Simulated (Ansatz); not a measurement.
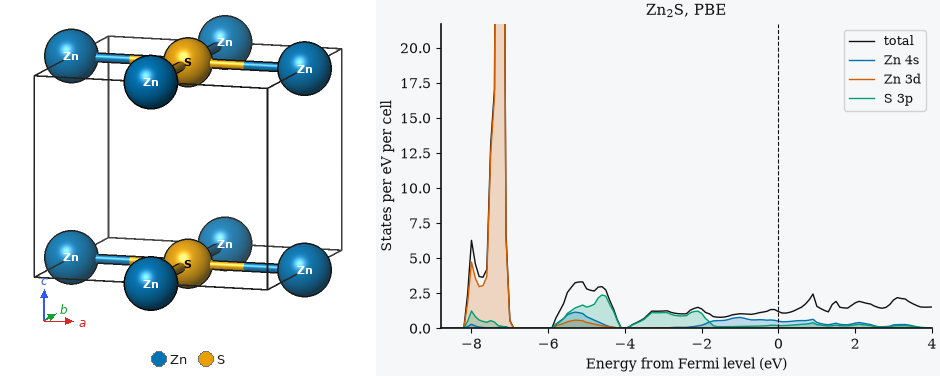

Density of states, beside the structure. Energies are counted from the Fermi level. The partial curves are projected on Löwdin-orthogonalised atomic shells; they sum to less than the total at higher energies, where shells without a projector contribute.

Structure: Zn$_{2}$S, space group P4/mmm (No. 123), 3 atoms in the cell.

Computed with Ansatz 0.2.0: DFT PBE, scalar-relativistic, plane waves, PAW, no spin polarisation, 10×10×12 k mesh, 420 eV cutoff, Gaussian smearing of 0.1 eV.

Question: What is the density of states at the Fermi level?

Answer: It is a metal. The density of states at the Fermi level is about 1.2 per eV and cell (mean within 0.25 eV), or 0.4 per atom.

Question: Where is the centre of the Zn 3d band?

Answer: Over the range shown, the centre of the Zn 3d weight lies 7.2 eV below the Fermi level, and the shell is essentially full.

The structure is an invented one, so it need not be a known or stable phase.
